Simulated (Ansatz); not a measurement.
TaN: single-point calculation

The run: single-point calculation of TaN (8 atoms in the cell). Method and program: DFT PBEsol, scalar-relativistic, plane waves, PAW, no spin polarisation (Ansatz 0.2.0).

The structure derives from an entry of the Crystallography Open Database. It belongs to a series of runs on one base structure; here: the relaxed cell repeated 4 times. Figures and captions count atoms from 1; the log counts them from 0 in places.

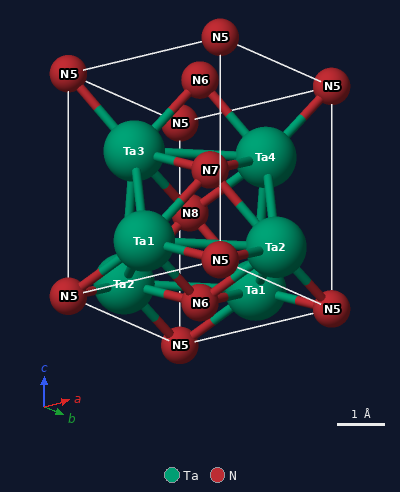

Fig. 1: The structure (ball-and-stick view of the cell of the calculation, seen at an oblique angle; atoms are numbered from 1 in the order of the input). An atom can appear more than once, as a periodic image. Near neighbours in the periodic cell (some may lie outside the picture): Ta has 6 N at 2.22 Å and 8 Ta at 2.87 to 2.92 Å; N has 6 Ta at 2.22 Å.

**Summary**

| quantity | value |
| --- | --- |
| outcome | converged |
| space group (tolerance 0.01 Å) | P-6m2 (187) |
| electrons treated | 72 |
| free energy | −40750.5771 eV |
| Fermi energy | 20.369 eV |
| gap on the k-point mesh | none (metallic) |
| pressure | 0.00 GPa |
| largest force (length of the vector) | under 0.001 eV/Å |
| hardware | 1 thread of Intel Xeon (Granite Rapids), 192 GiB of memory available, shared host |
| wall time | 89 s |
| peak memory | 1.2 GiB |

Spin–orbit coupling is left out, which matters for Ta.

**Input**
```yaml
crystal:
  lattice:
    - [-2.9239890447, 0.0, -2.8707276427]
    - [2.9239890447, 0.0, -2.8707276427]
    - [0.0, -5.0644975863, 0.0]
  atoms:
    - { symbol: Ta, position: [0.5, 0.0, 0.1666666667] }
    - { symbol: Ta, position: [0.0, 0.5, 0.1666666667] }
    - { symbol: Ta, position: [0.25, 0.25, 0.6666666667] }
    - { symbol: Ta, position: [0.75, 0.75, 0.6666666667] }
    - { symbol: "N", position: [0.0, 0.0, 0.0] }
    - { symbol: "N", position: [0.5, 0.5, 0.0] }
    - { symbol: "N", position: [0.75, 0.25, 0.5] }
    - { symbol: "N", position: [0.25, 0.75, 0.5] }
basis:
  ecutwfc: 420
kpoints:
  mp_grid: { grid: [14, 14, 12] }
hamiltonian:
  xc: pbesol
scf:
  occupations: { method: gaussian, width: 0.15 }
output:
  forces: true
  stress: true
  eigenvalues: true
  write_density: true
  write_potential: true
  elf: true
  volumetric_format: npy
```

Launched with:
```bash
ansatz run input.yaml --threads 1 --pin off --max-ram 2560MiB --backend cpu --events-out ev --progress --plain --runs-dir out
```

**What the program printed**
```
Engine: ansatz 0.2.0, x86_64-unknown-linux-gnu
Pseudopotentials: kind: paw
Pseudopotential: Ta, paw, valence charge 13, recommended cutoff 420 eV (normal), Ta.paw.azcp
Pseudopotential: N, paw, valence charge 5, recommended cutoff 420 eV (normal), N.paw.azcp
Functional definition: PBEsol
  exchange = pbesol_x
  correlation = pbesol_c
Crystal: 8 atoms, lattice volume = 85.023 Å³
Basis set: ecut = 420 eV, 1657 PW (Γ), exchange–correlation on 60×60×72 points (8 copies of the dense FFT grid, shifted against one another)
Bands: 44, of which v1, the nominal top of the filled ones, is band 36 counted from 1 (35 counted from 0)
Symmetry: 16 space group operations
Space group: P-6m2 (ITA 187), of the structure as read, at distance tolerance 4.4e-5 Å
k-points: 399 of 2352 (time reversal used)
Non-local potential: Ta, projectors of the file, l = 0: 3, l = 1: 2, l = 2: 2, l = 3: 1
Non-local potential: N, projectors of the file, l = 0: 2, l = 1: 2, l = 2: 1
PAW form: soft (Blöchl's): semilocal exchange-correlation on the pseudo side does not see the compensation charge
PAW frozen core: Ta, regenerated for the run's functional, and the local potential with it (the file was generated under x = pbe(κ = 0.804, μ = 0.2195149727645171), c = pbe(β = 0.06672455060314922))
PAW frozen core: N, regenerated for the run's functional, and the local potential with it (the file was generated under x = pbe(κ = 0.804, μ = 0.2195149727645171), c = pbe(β = 0.06672455060314922))
PAW one-centre angular grid: Ta, 590 points (default); XC on 64 Gauss nodes
PAW one-centre angular grid: N, 110 points (default); XC on 64 Gauss nodes
Initial density: superposition of atomic densities (neutral atoms: chi_scale 0, normalization atom), corrected by the library's trained network
Initial wavefunctions: pseudopotential atomic-orbital guess
Functional: x = pbesol(κ = 0.804, μ = 0.12345679012345678), c = pbesol(β = 0.046)
SCF iter   1: F=—  HF=-40750.631384 eV  |F-HF|=—  |Δ(HF+E_count)|=         —  Δρ=1.77e-2  dr2=2.56e-1  ethr=1.77e-3  ⟨swp⟩=5.1  Hψ=67506  notcnv=0
preconditioner: auto → Kerker (q_TF=auto, 2.654 Å⁻¹)  [metal: Δε(μ)=0.006 eV  Ē_g=9.778 eV  σ=0.150 eV  W_gap=0.02  n_scr=28 (ndim 8)  ℏωp=25.5 eV  f_vac=0.000  D(μ)=0.29/eV (n_scr^D=0)]
SCF iter   2: F=—  HF=-40750.577239 eV  |F-HF|=—  |Δ(HF+E_count)|=   5.41e-2  Δρ=4.80e-3  dr2=9.65e-3  ethr=3.56e-4  ⟨swp⟩=2.0  Hψ=26945  notcnv=0  defer=110
SCF iter   3: F=—  HF=-40750.577215 eV  |F-HF|=—  |Δ(HF+E_count)|=   2.32e-5  Δρ=2.47e-3  dr2=2.66e-3  ethr=1.34e-5  ⟨swp⟩=1.7  Hψ=18641  notcnv=0  defer=110
SCF iter   4: F=—  HF=-40750.577035 eV  |F-HF|=—  |Δ(HF+E_count)|=   1.81e-4  Δρ=3.00e-4  dr2=5.95e-5  ethr=3.69e-6  ⟨swp⟩=2.3  Hψ=22046  notcnv=0  defer=110
SCF iter   5: F=—  HF=-40750.577092 eV  |F-HF|=—  |Δ(HF+E_count)|=   5.78e-5  Δρ=4.10e-5  dr2=9.25e-7  ethr=8.27e-8  ⟨swp⟩=2.1  Hψ=21117  notcnv=0  defer=110
SCF iter   6: F=—  HF=-40750.577093 eV  |F-HF|=—  |Δ(HF+E_count)|=   2.35e-7  Δρ=1.14e-5  dr2=1.15e-7  ethr=1.39e-10  ⟨swp⟩=15.1  Hψ=130719  notcnv=0
SCF iter   7: F=-40750.577093 eV  HF=-40750.577093 eV  |F-HF|=9.97e-10  |Δ(HF+E_count)|=   1.32e-8  Δρ=1.94e-6  dr2=2.99e-9  ethr=1.39e-10  ⟨swp⟩=8.0  Hψ=101975  notcnv=0
SCF 1 converged in 7 iterations: F = -40750.577093 eV  dr2 = 2.99e-9
  greatest PAW one-centre occupation: 1.000 electrons in one spin orbital (limit 2), on the Ta atom at site 3 (counted from 0), in its partial waves of l = 0
```

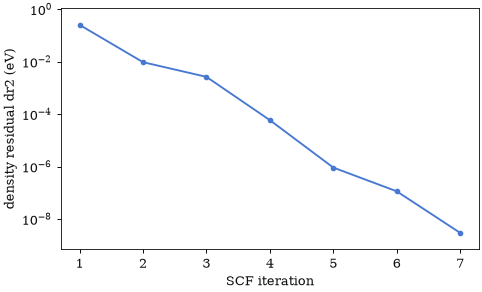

Fig. 2: Convergence of the self-consistent field: density residual dr2 against the SCF iteration. The residual falls at every step.

```
SCF converged after 7 iterations
Free energy (F): -40750.577093 eV
Harris-Foulkes:  -40750.577093 eV  (|F-HF|=9.97e-10)
Internal energy: -40750.574089 eV  (E = F + TS)
E sigma→0 (E₀):  -40750.575591 eV
Entropy (-TS):   -0.003004 eV (-0.375 meV/atom)
Fermi energy:    20.368714 eV
--- Per-component energies (eV) ---
  E_band       = -196.653915
  E_kinetic    = 1999.872827
  E_local      = -2381.919533  (includes V_loc(G=0)·N_el)
  E_nonlocal   = 250.806647
  E_hartree    = 801.775333
  E_xc         = -1112.968025
  E_vxc        = -1128.427644  (∫ρ·V_xc dr)
  E_paw        = -33581.992843  (= ΣΔE_a)
  E_vpaw       = -540.536480  (= ΣTr[D̂ρ^β])
  E_aug_tail   = 0.000707  (compensation charges beyond the density's cutoff)
  E_ewald      = -6727.116185
  E_core_change = 0.966981  (= ΣΔE_core)
  E_smearing   = -0.003004  (= −TS)
  E_closure    = 0.000000  (closes the sum)
  Σ components = -40750.577093   (vs F -40750.577093, Δ=0.00e0)
--- Forces (eV/Å), atoms counted from 1 ---
  atom   1  Ta     0.00000000    -0.00037040    -0.00000000
  atom   2  Ta     0.00000000    -0.00037040    -0.00000000
  atom   3  Ta    -0.00000000    -0.00037040     0.00000000
  atom   4  Ta    -0.00000000    -0.00037040    -0.00000000
  atom   5  N     -0.00000000     0.00037058     0.00000000
  atom   6  N      0.00000000     0.00037058     0.00000000
  atom   7  N     -0.00000000     0.00037058     0.00000000
  atom   8  N      0.00000000     0.00037058    -0.00000000
  max |Σ_I F_I| component: 7.26e-7 eV/Å
--- Stress (GPa, compression-positive) ---
       -0.008385       0.000000       0.000000
       -0.000000       0.011430       0.000000
        0.000000      -0.000000       0.002468
  P = ⅓ Tr σ = 0.0018 GPa (0.018 kbar)
--- Band table (eV; the first three rows and the last of 399) ---
  k-point 0: bands = ["-47.9590", "-47.8766", "-47.8251", "-47.8251", "-15.1352", "-15.0050", "-15.0050", "-14.7690", "-14.7690", "-14.3802", "-14.3802", "-14.3085", "-14.2841", "-14.1550", "-14.0374", "-14.0374", "2.5682", "4.6717", "4.6717", "4.9213", "12.0007", "12.6695", "12.6695", "13.4846", "13.4846", "15.1121", "15.7603", "15.7603", "16.1020", "16.2334", "16.2334", "16.8348", "17.1955", "17.4470", "19.3168", "19.3168", "22.6933", "23.4358", "24.0348", "24.0348", "24.4538", "24.4538", "24.5104", "24.5491"]
  k-point 1: bands = ["-47.9576", "-47.8780", "-47.8251", "-47.8251", "-15.1180", "-15.0049", "-15.0049", "-14.7867", "-14.7867", "-14.3612", "-14.3612", "-14.3059", "-14.2800", "-14.1576", "-14.0578", "-14.0417", "2.6056", "4.6655", "4.6655", "4.8761", "12.0455", "12.7252", "12.7252", "13.4457", "13.4457", "15.1430", "15.6354", "15.7891", "16.1647", "16.1661", "16.1661", "16.8743", "17.1774", "17.3918", "19.3717", "19.3717", "22.8344", "23.4514", "23.9511", "24.0396", "24.3598", "24.4343", "24.5055", "24.5553"]
  k-point 2: bands = ["-47.9535", "-47.8822", "-47.8251", "-47.8251", "-15.0671", "-15.0048", "-15.0048", "-14.8285", "-14.8285", "-14.3161", "-14.3161", "-14.2984", "-14.2680", "-14.1654", "-14.1172", "-14.0543", "2.7154", "4.6488", "4.6488", "4.7452", "12.1782", "12.8885", "12.8885", "13.3426", "13.3426", "15.2344", "15.3236", "15.8731", "15.9719", "15.9719", "16.3144", "16.9819", "17.1222", "17.2352", "19.5177", "19.5177", "23.2165", "23.4973", "23.7281", "23.9608", "24.0572", "24.3776", "24.5720", "24.5720"]
  k-point 398: bands = ["-47.8766", "-47.8766", "-47.8651", "-47.8651", "-15.1485", "-15.1485", "-15.1352", "-15.1352", "-14.4691", "-14.4691", "-14.2841", "-14.2841", "-14.1550", "-14.1550", "-14.0667", "-14.0667", "4.9213", "4.9213", "4.9367", "4.9367", "12.0007", "12.0007", "12.3583", "12.3583", "15.1121", "15.1121", "15.3162", "15.3162", "15.4437", "15.4437", "16.8348", "16.8348", "17.1955", "17.1955", "18.7255", "18.7255", "22.4095", "22.4095", "23.4358", "23.4358", "23.6288", "23.6288", "24.5104", "24.5104"]
```

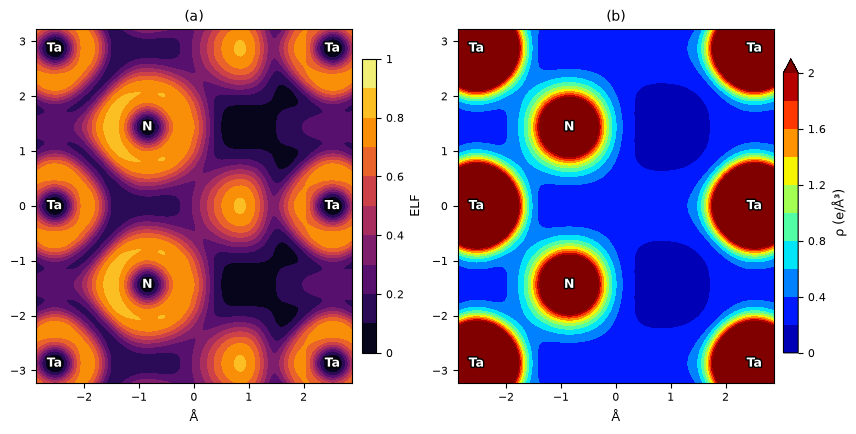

Fig. 3: (a) electron localisation function; (b) valence charge density (pseudo) on the (11̄0) plane of the calculation cell. Ta–N (2.22 Å): ρ is about 0.56 e/Å³ halfway; the ELF is about 0.20 at the midpoint (no shared pair; the contact is polar). Ta–Ta (2.87 Å): ρ is about 0.3 e/Å³ halfway; the ELF is about 0.25 at the midpoint; no shared electron pair. Away from the nuclei the density in this plane falls to 0.09 e/Å³ at its lowest. The strong features right at Ta lie inside the PAW spheres (semicore, d or f shells) and say nothing about bonding. In a PAW calculation such maps are meaningful between the atoms, not at the nuclei.

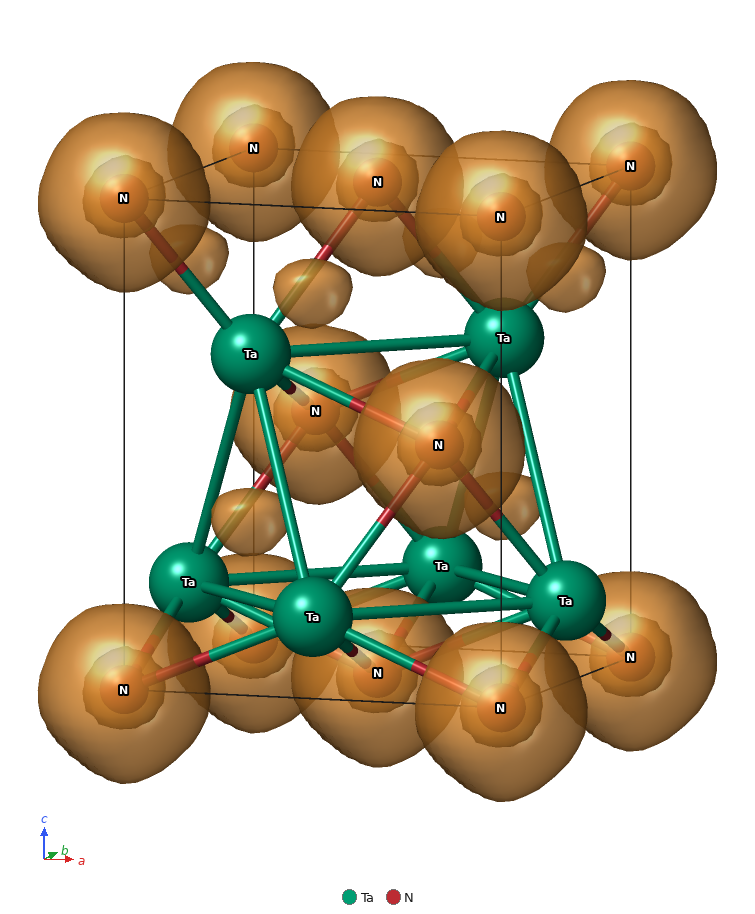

Fig. 4: Isosurface of the ELF at 0.65 (orange), seen slightly off an axis. Only the valence region is drawn (cores and ρ < 0.01 e/Å³ removed). Sticks mark near contacts. The outline is the calculation cell. Along the contacts the grid gives the following. Ta–N (2.22 Å): the ELF is about 0.20 at the midpoint (no shared pair; the contact is polar). Ta–Ta (2.87 Å): the ELF is about 0.25 at the midpoint; no shared electron pair.
